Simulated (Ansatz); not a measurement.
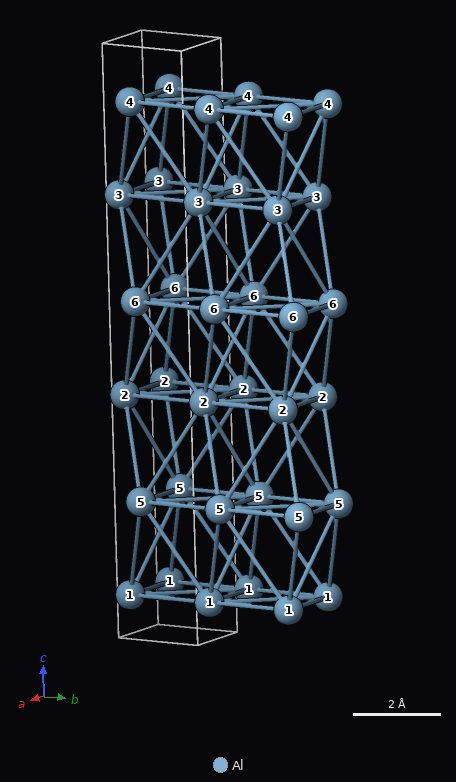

The structure (ball-and-stick view of the cell of the calculation, set on other vectors, repeated 2 × 3 × 1, seen slightly off an axis; atoms are numbered from 1 in the order of the input). An atom can appear more than once, as a periodic image.

## Al: single-point calculation

System: Al (P-1, 6 atoms in the cell).
Method: DFT PBEsol+D3(BJ), scalar-relativistic, plane waves, PAW, PAW set soft_1, no spin polarisation (Ansatz 0.2.0).

The structure derives from a Materials Project entry. Figures and captions count atoms from 1; the log counts them from 0 in places.

What the program printed:
```
Warning: [file] the record states the generating functional pbe (its physics header spells it `PBE`), which answers neither for hamiltonian.xc's functional nor for the pbesol family's — results may be inconsistent (PPs are generated against a specific XC)
Engine: ansatz 0.2.0, aarch64-unknown-linux-gnu
Pseudopotentials: kind: paw
Pseudopotential: Al, paw, valence charge 3, recommended cutoff 420 eV (normal), [file]
Functional definition: PBEsol
  exchange = pbesol_x
  correlation = pbesol_c
Crystal: 6 atoms, lattice volume = 93.975 Å³
Basis set: ecut = 420 eV, 1857 PW (Γ), exchange–correlation on 40×40×192 points (8 copies of the dense FFT grid, shifted against one another)
Bands: 15, of which v1, the nominal top of the filled ones, is band 9 counted from 1 (8 counted from 0)
Symmetry: 2 space group operations
Space group: P-1 (ITA 2), of the structure as read, at distance tolerance 4.5e-5 Å
k-points: 652 of 1296
Non-local potential: Al, projectors of the file, l = 0: 2, l = 1: 2, l = 2: 1
PAW form: soft (Blöchl's): semilocal exchange-correlation on the pseudo side does not see the compensation charge
PAW frozen core: Al, regenerated for the run's functional, and the local potential with it (the file was generated under x = pbe(κ = 0.804, μ = 0.2195149727645171), c = pbe(β = 0.06672455060314922))
PAW one-centre angular grid: Al, 110 points (default); XC on 64 Gauss nodes
Initial density: superposition of atomic densities (chi_scale 0.1, normalization cell)
Initial wavefunctions: pseudopotential atomic-orbital guess
Functional: x = pbesol(κ = 0.804, μ = 0.12345679012345678), c = pbesol(β = 0.046)
SCF iter   1: F=—  HF=-3149.016894 eV  |F-HF|=—  |Δ(HF+E_count)|=         —  Δρ=2.38e-2  dr2=6.62e-1  ethr=3.10e-3  ⟨swp⟩=6.4  Hψ=63120  notcnv=0  defer=3
preconditioner: auto → none  [metal: Δε(μ)=0.006 eV  Ē_g=7.562 eV  σ=0.150 eV  W_gap=0.02  n_scr=8 (ndim 8)  ℏωp=16.3 eV  f_vac=0.000  D(μ)=2.36/eV (n_scr^D=8)  sad-step TF]
SCF iter   2: F=—  HF=-3148.838540 eV  |F-HF|=—  |Δ(HF+E_count)|=   1.78e-1  Δρ=1.55e-2  dr2=3.11e-1  ethr=3.10e-3  ⟨swp⟩=1.0  Hψ=14996  notcnv=0  defer=6
SCF iter   3: F=—  HF=-3148.697681 eV  |F-HF|=—  |Δ(HF+E_count)|=   1.41e-1  Δρ=2.15e-3  dr2=1.69e-1  ethr=1.73e-3  ⟨swp⟩=1.8  Hψ=10493  notcnv=0  defer=8
SCF iter   4: F=—  HF=-3148.690569 eV  |F-HF|=—  |Δ(HF+E_count)|=   7.11e-3  Δρ=5.43e-4  dr2=5.49e-3  ethr=9.40e-4  ⟨swp⟩=1.1  Hψ=9173  notcnv=0  defer=11
SCF iter   5: F=—  HF=-3148.690016 eV  |F-HF|=—  |Δ(HF+E_count)|=   5.53e-4  Δρ=2.61e-4  dr2=4.05e-4  ethr=3.05e-5  ⟨swp⟩=1.2  Hψ=10069  notcnv=0  defer=36
SCF iter   6: F=—  HF=-3148.689922 eV  |F-HF|=—  |Δ(HF+E_count)|=   9.38e-5  Δρ=6.88e-5  dr2=1.48e-5  ethr=2.25e-6  ⟨swp⟩=2.0  Hψ=12238  notcnv=0  defer=38
SCF iter   7: F=—  HF=-3148.689954 eV  |F-HF|=—  |Δ(HF+E_count)|=   3.17e-5  Δρ=3.46e-5  dr2=5.31e-6  ethr=8.20e-8  ⟨swp⟩=2.0  Hψ=12742  notcnv=0  defer=689
SCF iter   8: F=—  HF=-3148.689953 eV  |F-HF|=—  |Δ(HF+E_count)|=   9.73e-7  Δρ=1.17e-5  dr2=1.88e-7  ethr=2.95e-8  ⟨swp⟩=1.8  Hψ=11696  notcnv=0  defer=689
SCF iter   9: F=-3148.689953 eV  HF=-3148.689953 eV  |F-HF|=3.41e-9  |Δ(HF+E_count)|=   1.59e-8  Δρ=2.61e-6  dr2=6.74e-9  ethr=5.56e-10  ⟨swp⟩=9.3  Hψ=55218  notcnv=0
SCF 1 converged in 9 iterations: F = -3148.689953 eV  dr2 = 6.74e-9
  greatest PAW one-centre occupation: 0.476 electrons in one spin orbital (limit 2), on the Al atom at site 3 (counted from 0), in its partial waves of l = 0
SCF converged after 9 iterations
Free energy (F): -3148.689953 eV
Harris-Foulkes:  -3148.689953 eV  (|F-HF|=3.41e-9)
Internal energy: -3148.663183 eV  (E = F + TS)
E sigma→0 (E₀):  -3148.676568 eV
Entropy (-TS):   -0.026770 eV (-4.462 meV/atom)
Fermi energy:    8.378110 eV
--- Per-component energies (eV) ---
  E_band       = 69.400211
  E_kinetic    = 140.355628
  E_local      = 65.661205  (includes V_loc(G=0)·N_el)
  E_nonlocal   = 62.373608
  E_hartree    = 0.730353
  E_xc         = -226.811934
  E_vxc        = -179.035262  (∫ρ·V_xc dr)
  E_paw        = -2741.067011  (= ΣΔE_a)
  E_vpaw       = -21.415612  (= ΣTr[D̂ρ^β])
  E_aug_tail   = -0.000019  (compensation charges beyond the density's cutoff)
  E_ewald      = -448.011175
  E_disp       = -2.008674  (pairwise vdW)
  E_core_change = 0.114834  (= ΣΔE_core)
  E_smearing   = -0.026770  (= −TS)
  E_closure    = 0.000000  (closes the sum)
  Σ components = -3148.689953   (vs F -3148.689953, Δ=0.00e0)
--- Forces (eV/Å), atoms counted from 1 ---
  atom   1  Al     0.51826234     0.00803308     1.62895942
  atom   2  Al     0.01240779     0.00013319     0.01606733
  atom   3  Al     0.02050778    -0.01015868     0.04391204
  atom   4  Al    -0.51826234    -0.00803308    -1.62895942
  atom   5  Al    -0.02050778     0.01015868    -0.04391204
  atom   6  Al    -0.01240779    -0.00013319    -0.01606733
  max |Σ_I F_I| component: 1.60e-16 eV/Å
--- Stress (GPa, compression-positive) ---
        0.765706      -0.323269       2.170976
       -0.323269       0.549893       0.167492
        2.170976       0.167492       5.405713
  P = ⅓ Tr σ = 2.2404 GPa (22.404 kbar)
--- Band table (eV; the first three rows and the last of 652) ---
  k-point 0: bands = ["-3.0680", "-2.3301", "-2.2836", "-0.0624", "-0.0541", "3.4989", "3.7278", "8.5544", "8.6410", "14.5676", "14.7991", "19.7752", "19.8073", "19.8666", "19.9261"]
  k-point 1: bands = ["-3.0213", "-2.6377", "-1.8819", "-0.7568", "0.7291", "2.5618", "4.7470", "7.2371", "10.0291", "13.0819", "16.2986", "19.2759", "19.7611", "19.7855", "19.9320"]
  k-point 2: bands = ["-2.9050", "-2.8482", "-1.3771", "-1.3533", "1.5988", "1.6082", "5.9256", "5.9790", "11.4580", "11.5967", "17.6734", "18.1075", "19.7351", "19.7883", "19.8868"]
  k-point 651: bands = ["3.0565", "3.1601", "3.6758", "3.6899", "3.8886", "3.9773", "5.6939", "5.9795", "6.2664", "6.4099", "8.7342", "9.5824", "9.6886", "10.4285", "13.5906"]
```

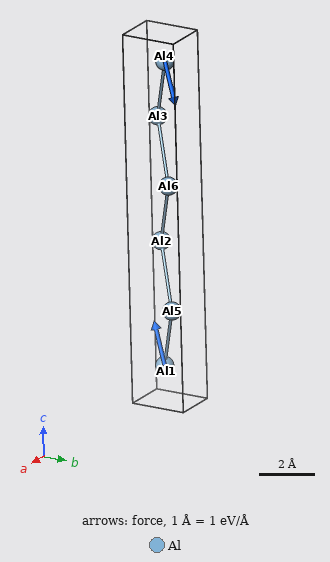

Forces on the atoms as blue arrows (ball-and-stick view of the cell of the calculation, set on other vectors, seen slightly off an axis; atoms are numbered from 1 in the order of the input); the smallest are left out. The largest act on Al1, Al4 (1.71 eV/Å). The geometry is not a stationary point of this energy.

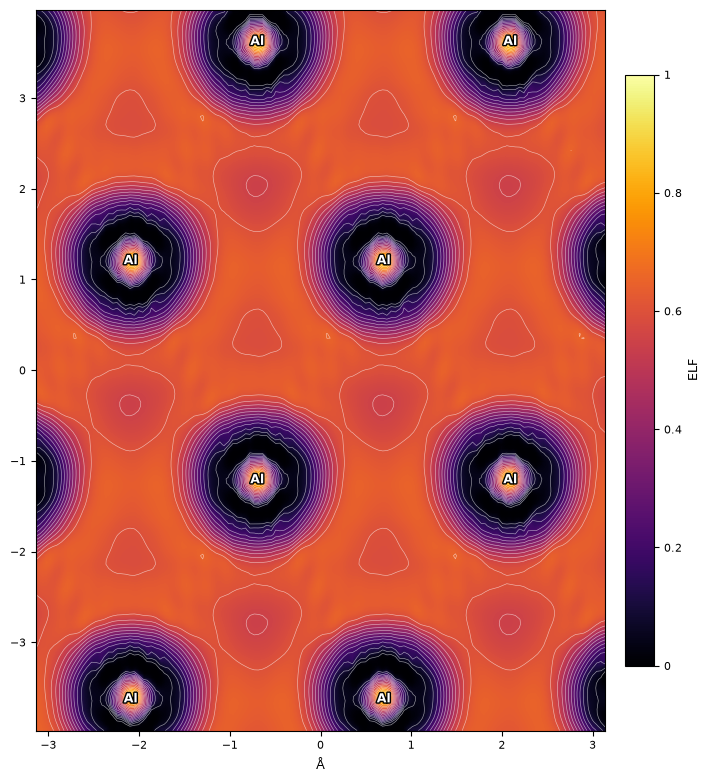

Electron localisation function on the (001) plane of the conventional cell. Core electrons are frozen (PAW), so the fields are smoothed inside the atomic spheres.

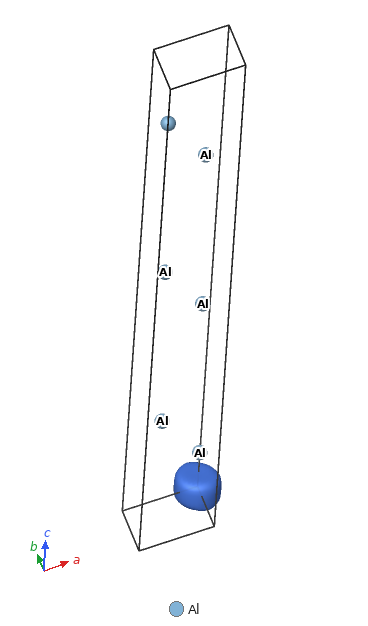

Isosurface of the electron localisation function at 0.7 (blue), seen at an oblique angle. Core shells and regions of very low density are left out. Sticks mark near contacts. The outline is the cell set on symmetry axes. The ELF exceeds this value in one region between bonded Al–Al atoms (shared pairs), counted in one cell of 6 atoms.  Values along the shortest contacts: Al–Al (2.37 Å): the ELF peaks at about 0.90 between the atoms (localised, shared-pair bonding).

The run was set up as follows.

Input file:
```yaml
crystal:
  lattice:
    - [-2.7899121276, 0.0, 0.0]
    - [-1.3949560638, -2.4161347768, 0.0]
    - [-2.324926773, -1.6107565179, 13.9412785744]
  atoms:
    - { symbol: Al, position: [0.6249916667, 0.6111, 0.08335] }
    - { symbol: Al, position: [0.458325, 0.3888777778, 0.4166833333] }
    - { symbol: Al, position: [0.2916583333, 0.1666555556, 0.7500166667] }
    - { symbol: Al, position: [-0.1250083333, -0.2777888889, 0.9166833333] }
    - { symbol: Al, position: [0.208325, 0.1666555556, 0.2500166667] }
    - { symbol: Al, position: [0.0416583333, -0.0555666667, 0.58335] }
basis:
  ecutwfc: 420
kpoints:
  mp_grid: { grid: [18, 18, 4] }
hamiltonian:
  xc: pbesol
  pseudopotentials: { kind: paw, azcp: { folder: soft_1 } }
  dispersion: d3bj
scf:
  occupations: { method: gaussian, width: 0.15 }
output:
  forces: true
  stress: true
  eigenvalues: true
  write_density: true
  write_potential: true
  elf: true
  volumetric_format: npy
```

Launch command:
```bash
ansatz run input.yaml --threads 2 --pin off --max-ram 4096MiB --backend cpu --events-out ev --progress --plain --runs-dir out
```

Key numbers:

| quantity | value |
| --- | --- |
| outcome | converged |
| space group (tolerance 0.01 Å) | P-1 (2) |
| electrons treated | 18 |
| free energy | −3148.6900 eV |
| Fermi energy | 8.378 eV |
| gap on the k-point mesh | none (metallic) |
| pressure | 2.24 GPa |
| largest force (length of the vector) | 1.709 eV/Å |
| hardware | 2 threads of Arm Neoverse N1, 98 GiB of memory available, shared host |
| wall time | 64 s (CPU time 2.1 min) |
| peak memory | 0.92 GiB |

Remarks:

The program warns: the PAW datasets were made with another functional.
